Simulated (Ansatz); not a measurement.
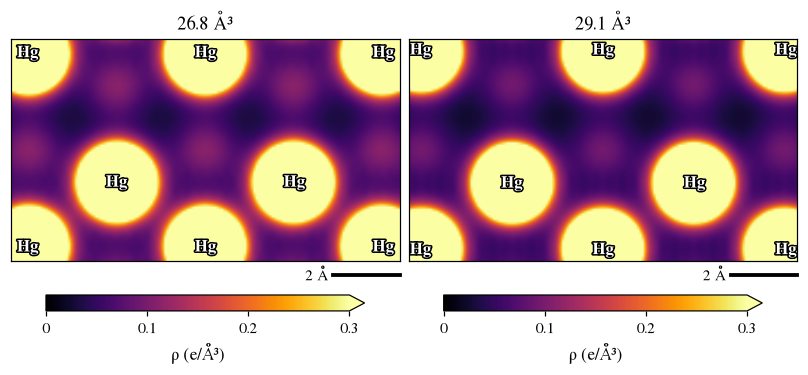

Hg. The valence electron density of cells scaled evenly to different volumes (given per atom above each panel), on the (110) plane of each (indices in the axes of the cell below), at one length scale and on one colour scale.

A structure from a database of computed crystals, not necessarily the ambient phase.

Method: Kohn-Sham DFT of a periodic cell, PBE, Ansatz PAW (Ansatz).

In a PAW calculation such maps are meaningful between the atoms, not at the nuclei.

The largest cell:

```cif
data_structure
_symmetry_space_group_name_H-M 'P 1'
_symmetry_Int_Tables_number 1
_cell_length_a 3.4847
_cell_length_b 3.4847
_cell_length_c 5.5239
_cell_angle_alpha 90.000
_cell_angle_beta 90.000
_cell_angle_gamma 120.000
_cell_volume 58.09
loop_
_atom_site_label
_atom_site_type_symbol
_atom_site_fract_x
_atom_site_fract_y
_atom_site_fract_z
_atom_site_occupancy
Hg1 Hg 0.33333 0.66667 0.25000 1
Hg2 Hg 0.66667 0.33333 0.75000 1
```

| volume (Å³/atom) | Hg–Hg contact in the plane (Å) | ρ at its midpoint (e/Å³) | pressure (GPa) | 
| --- | --- | --- | --- |
| 26.77 | 3.325 | 0.125 | 1.7 | 
| 28.48 | 3.395 | ? | ? | 
| 29.05 | 3.417 | 0.106 | 0.8 | 

Estimate the missing row, and compare with the calculation.

Over the known rows ln ρ falls by 1.79 per Å of Hg–Hg distance (the line through the two), which gives 0.110 e/Å³ at 3.395 Å; the calculation gives 0.110 e/Å³. For the pressure, a straight line in volume between the neighbouring rows gives 1.0 GPa; the calculation gives 1.0.
